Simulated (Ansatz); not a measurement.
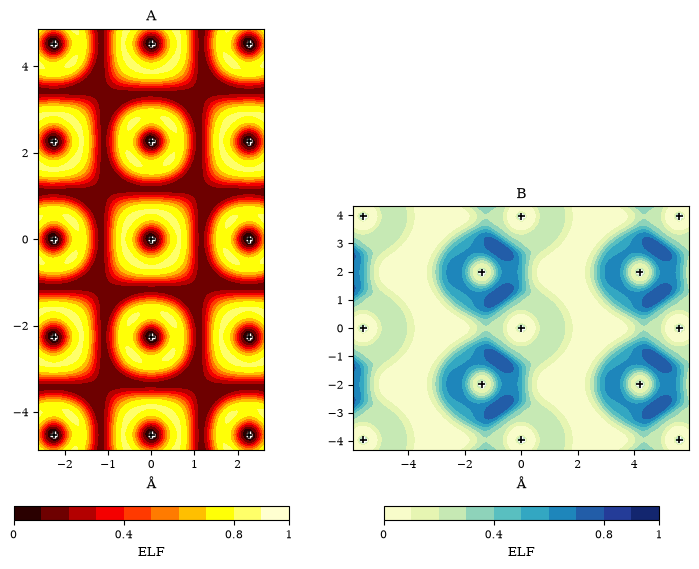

The electron localisation function of 2 systems, each on a plane through atoms (crosses mark nuclei in the plane).

All numbers below come from Ansatz, DFT LDA, scalar-relativistic, plane waves, PAW.

System 1: GaAs, the (101) plane of the conventional cell. Space group F-43m.

```
CELL_PARAMETERS angstrom
5.60280 0.00000 0.00000
0.00000 0.00000 -5.60280
0.00000 5.60280 0.00000
ATOMIC_POSITIONS crystal
Ga 0.50000 0.50000 0.00000
Ga 0.00000 0.50000 0.50000
Ga 0.00000 0.00000 0.00000
Ga 0.50000 0.00000 0.50000
As 0.75000 0.75000 0.25000
As 0.25000 0.75000 0.75000
As 0.25000 0.25000 0.25000
As 0.75000 0.25000 0.75000
```

System 2: ZrN, the (100) plane of the conventional cell. Space group Fm-3m; computed without spin polarisation.

```cif
data_structure
_symmetry_space_group_name_H-M 'P 1'
_symmetry_Int_Tables_number 1
_cell_length_a 4.5246
_cell_length_b 4.5246
_cell_length_c 4.5246
_cell_angle_alpha 90.000
_cell_angle_beta 90.000
_cell_angle_gamma 90.000
_cell_volume 92.62
loop_
_atom_site_label
_atom_site_type_symbol
_atom_site_fract_x
_atom_site_fract_y
_atom_site_fract_z
_atom_site_occupancy
Zr1 Zr 0.00000 0.00000 0.00000 1
Zr2 Zr 0.50000 0.50000 0.00000 1
Zr3 Zr 0.50000 0.00000 0.50000 1
Zr4 Zr 0.00000 0.50000 0.50000 1
N1 N 0.50000 0.00000 0.00000 1
N2 N 0.00000 0.50000 0.00000 1
N3 N 0.00000 0.00000 0.50000 1
N4 N 0.50000 0.50000 0.50000 1
```

Which map belongs to which system?

Answer. Panel A is system 2, ZrN: the plane holds Zr and N. Zr–N (2.26 Å): the ELF peaks at about 0.80 in the valence shell of N, 0.7 Å from its nucleus, and drops to about 0.15 between the two atoms (no localised pair shows between them). Panel B is system 1, GaAs: the plane holds Ga and As. Ga–As (2.43 Å): the ELF peaks at about 0.75 between the atoms: a covalent bond.
